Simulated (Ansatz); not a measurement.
**Run report: Al₃GaN₄, band-structure calculation (part 2 of 2)**

Continued. System: Al₃GaN₄ (P-43m, 8 atoms in the cell). Method: DFT HSE06, scalar-relativistic, plane waves, PAW, no spin polarisation (Ansatz 0.2.0); cutoff 420 eV, 4×4×4 k-mesh, Gaussian smearing of 0.02 eV. The structure derives from a Materials Project entry.

Geometry of the input (Å; fractional positions):
```
4.4386  0.0000  0.0000
0.0000  4.4386  0.0000
0.0000  0.0000  4.4386
Al 0.5000  0.5000  0.0000
Al 0.5000  0.0000  0.5000
Al 0.0000  0.5000  0.5000
Ga 0.0000  0.0000  0.0000
N  0.7441  0.7441  0.2559
N  0.7441  0.2559  0.7441
N  0.2559  0.7441  0.7441
N  0.2559  0.2559  0.2559
```

**Output, continued**
```
--- Per-component energies (eV) ---
  E_band       = -57.644587
  E_kinetic    = 722.249053
  E_local      = -3088.284527  (includes V_loc(G=0)·N_el)
  E_nonlocal   = 636.796426
  E_hartree    = 1358.394257
  E_xc         = -350.333734
  E_vxc        = -366.635917  (∫ρ·V_xc dr)
  E_exx        = -115.328307  (= α·E_x^exact, valence–valence)
  E_paw        = -3875.937308  (= ΣΔE_a)
  E_vpaw       = -447.899496  (= ΣTr[D̂ρ^β])
  E_aug_tail   = 0.000307  (compensation charges beyond the density's cutoff)
  E_ewald      = -2229.771433
  E_core_change = -0.110885  (= ΣΔE_core)
  E_smearing   = -0.000000  (= −TS)
  E_closure    = -0.000000  (closes the sum)
  Σ components = -6942.326150   (vs F -6942.326150, Δ=0.00e0)
--- Forces (eV/Å), atoms counted from 1 ---
  atom   1  Al    -0.00000000    -0.00000000    -0.00000000
  atom   2  Al    -0.00000000    -0.00000000    -0.00000000
  atom   3  Al    -0.00000000    -0.00000000    -0.00000000
  atom   4  Ga    -0.00000000     0.00000000    -0.00000000
  atom   5  N      0.06379109     0.06379109    -0.06379109
  atom   6  N      0.06379109    -0.06379109     0.06379109
  atom   7  N     -0.06379109     0.06379109     0.06379109
  atom   8  N     -0.06379109    -0.06379109    -0.06379109
  max |Σ_I F_I| component: 1.53e-16 eV/Å
--- Stress (GPa, compression-positive) ---
       -5.488246       0.000000       0.000000
        0.000000      -5.488246      -0.000000
       -0.000000       0.000000      -5.488246
  P = ⅓ Tr σ = -5.4882 GPa (-54.882 kbar)
--- Band table (eV; the first three rows and the last of 10) ---
  k-point 0: bands = ["-10.0195", "-8.9016", "-8.9016", "-8.9016", "-8.3933", "-8.3933", "-6.7873", "-6.7873", "-6.7873", "0.4859", "1.2619", "1.2619", "4.3401", "4.3401", "4.3401", "4.3913", "4.3913", "4.3913", "6.4835", "6.4835", "6.4835", "11.0881", "11.0881", "11.0881", "11.1033", "14.8718", "16.4548", "16.4548", "19.8995"]
  k-point 1: bands = ["-9.7557", "-8.9148", "-8.9148", "-8.8986", "-8.3915", "-8.3849", "-7.3107", "-6.7387", "-6.7387", "0.9600", "1.5728", "1.8121", "3.6953", "3.7818", "3.8755", "3.8755", "4.6254", "4.6254", "5.2832", "6.1381", "6.1381", "11.8684", "12.3357", "12.3357", "12.4488", "15.6820", "17.1269", "17.4490", "18.9470"]
  k-point 2: bands = ["-9.3557", "-8.9276", "-8.9276", "-8.8884", "-8.3898", "-8.3557", "-7.9731", "-6.6896", "-6.6896", "1.6987", "2.1589", "2.6352", "2.9677", "3.0981", "3.4679", "3.4679", "3.6767", "5.1770", "5.1770", "5.4925", "5.4925", "13.3323", "13.4320", "13.9167", "13.9167", "16.4811", "17.6130", "19.0250", "19.1091"]
  k-point 9: bands = ["-9.1050", "-9.1050", "-9.1050", "-8.3672", "-8.3672", "-8.0383", "-7.1926", "-7.1926", "-7.1926", "-0.4151", "0.1549", "0.1549", "0.1549", "5.6684", "5.6684", "5.6684", "5.7854", "5.7854", "6.1182", "6.1182", "6.1182", "13.3354", "14.7537", "14.7537", "14.7537", "17.5675", "17.7057", "17.7057", "17.7057"]
--- Löwdin populations: 8 sites ---
  site symbol       q [e]
     0     Al      1.8853
     1     Al      1.8853
     2     Al      1.8853
     3     Ga     12.2339
     4      N      5.9688
     5      N      5.9688
     6      N      5.9688
     7      N      5.9688
  spilling = 0.005591 (of n_electrons = 42.000000)
```

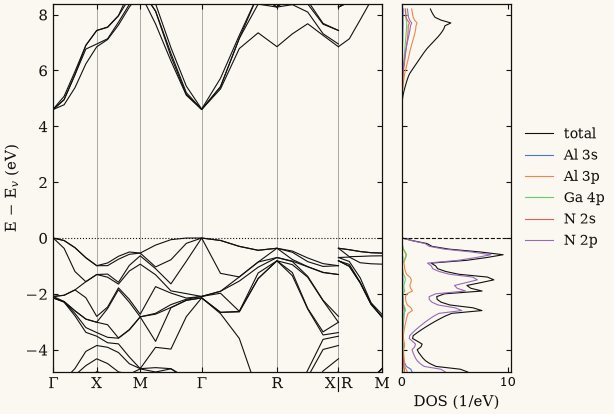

Fig. 1: Band structure along Γ–X–M–Γ–R–X|R–M and density of states (projected on Löwdin-orthogonalised atomic shells), with energies from the valence-band top. There is a gap of 4.60 eV on this path, direct, at Γ.

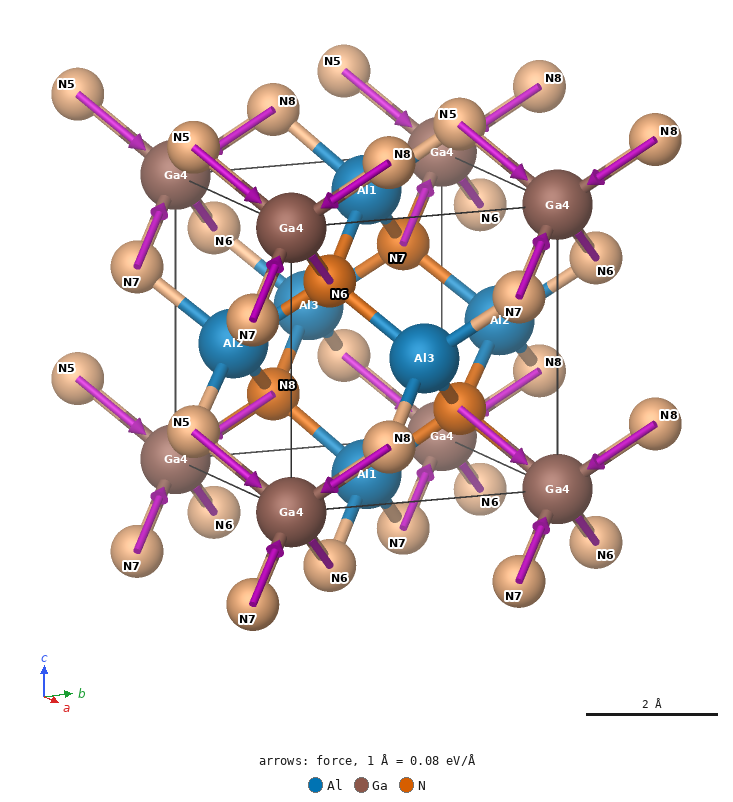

Fig. 2: Forces on the atoms as pink arrows (ball-and-stick view of the cell of the calculation, seen slightly off an axis; neighbours outside the cell are drawn fainter; atoms are numbered from 1 in the order of the input). The largest act on all 4 N atoms (0.11 eV/Å). The geometry is not a stationary point of this energy.

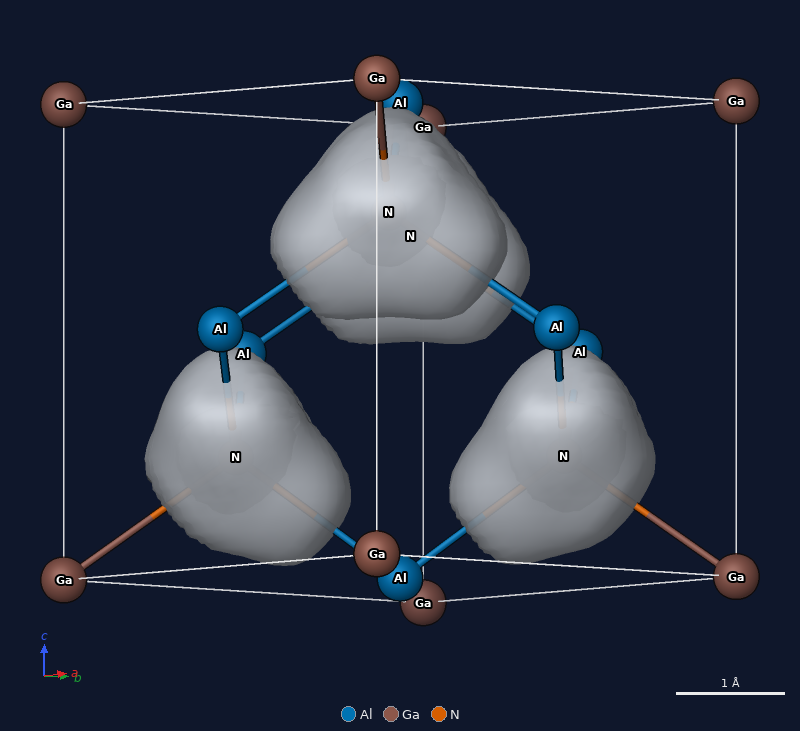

Fig. 3: Isosurface of the ELF at 0.75 (grey), seen at an oblique angle. Core shells and regions of very low density are left out. Sticks mark near contacts. The outline is the cell set on symmetry axes. Values along the shortest contacts: Al–N (1.91 Å): the ELF peaks at about 0.90 between the atoms (a polar covalent bond). Ga–N (1.97 Å): the ELF is about 0.45 at the midpoint. Core electrons are frozen (PAW), so the fields are smoothed inside the atomic spheres.

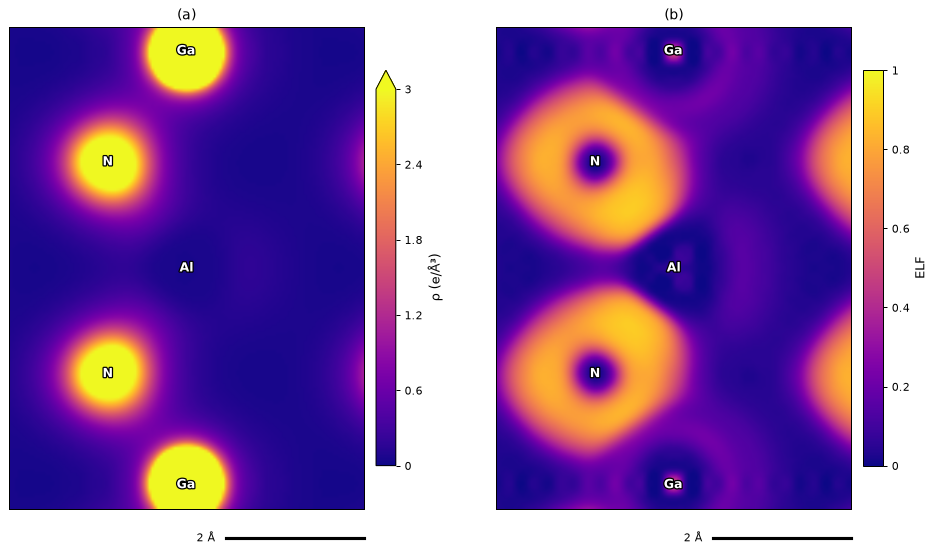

Fig. 4: (a) valence pseudo-density; (b) ELF on the (101) plane of the conventional cell. Atoms in the plane: Al, Ga and N. Al–N (1.91 Å): ρ at the midpoint is about 0.68 e/Å³; the ELF peaks at about 0.90 between the atoms (a shared but strongly polarised pair). Ga–N (1.97 Å): ρ is about 0.71 e/Å³ halfway; the ELF is about 0.45 at the midpoint. Away from the nuclei the density in this plane falls to 0.04 e/Å³ at its lowest. The strong features right at Ga lie inside the PAW spheres (semicore, d or f shells) and say nothing about bonding.

**Key numbers**

- outcome: converged
- space group (tolerance 0.01 Å): P-43m (215)
- electrons treated: 42
- free energy: −6942.3262 eV
- Fermi energy: 8.786 eV
- gap on the k-point mesh: 4.60 eV
- gap on the band path: 4.60 eV
- pressure: −5.49 GPa
- largest force (length of the vector): 0.110 eV/Å
- wall time: 1.9 min (CPU time 3.7 min)
- peak memory: 1.5 GiB

The program warns: the exchange loop's threshold is looser than advised for the stress; the SCF threshold is looser than advised for the printed stress. The cell is under a tension of 5.5 GPa at this level, so it is not at its equilibrium volume.
